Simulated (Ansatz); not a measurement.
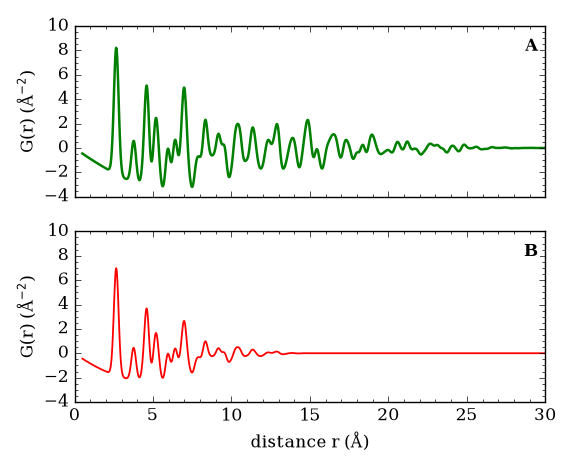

Computed X-ray G(r), with each pair weighted by the product of the atomic numbers (X-ray weights at Q = 0) and a uniform peak width σ = 0.15 Å, for spherical particles of Rh with the bulk structure: the bulk G(r) is multiplied by the envelope of a sphere of diameter D, 1 − 3r/2D + r³/2D³, with no surface relaxation. The number density is 0.074 atoms per Å³. Structure used: the end point of a relaxation at fixed volume with Ansatz 0.2.0, DFT HSE06, scalar-relativistic, plane waves, PAW; the starting structure was generated, so it need not be a known form of this composition.

### The diameters are 15 and 30 Å. Which curve belongs to which?

curve A: 30 Å; curve B: 15 Å. The smaller the particle, the sooner the oscillations die out.
